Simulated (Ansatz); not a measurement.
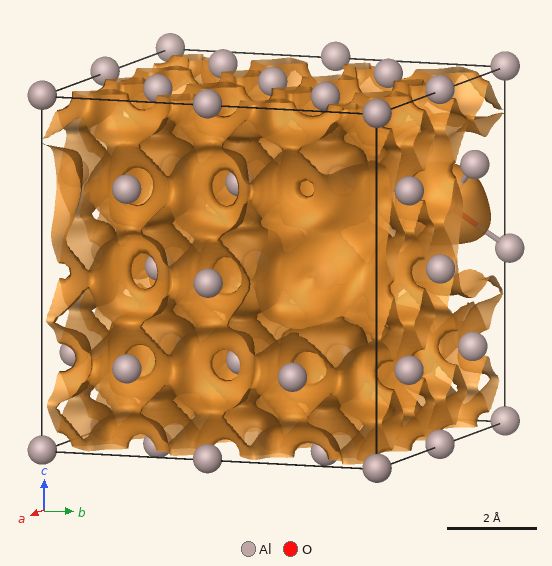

The picture shows: Al32O (cell with a defect). Isosurface of the ELF at 0.55 (orange), seen slightly off an axis. Only the valence region is drawn (cores and ρ < 0.01 e/Å³ removed). Sticks mark near contacts.

Computed with DFT PBE-D3(BJ), scalar-relativistic, plane waves, PAW (Ansatz).

In a PAW calculation such maps are meaningful between the atoms, not at the nuclei.

**Describe the localisation domains.**

The ELF exceeds this value in one region on O in which the atom's valence shell and bonds are merged and one network that runs through the whole crystal, counted in one cell of 33 atoms. Regions shared between cells count once. Profiles from the grid: Al–O (1.91 Å): the ELF peaks at about 0.85 in the valence shell of O, 0.7 Å from its nucleus, and is about 0.75 at the midpoint.

**Metal or insulator at this level of theory?**

It is metallic or semimetallic at this level of theory: no gap opens.
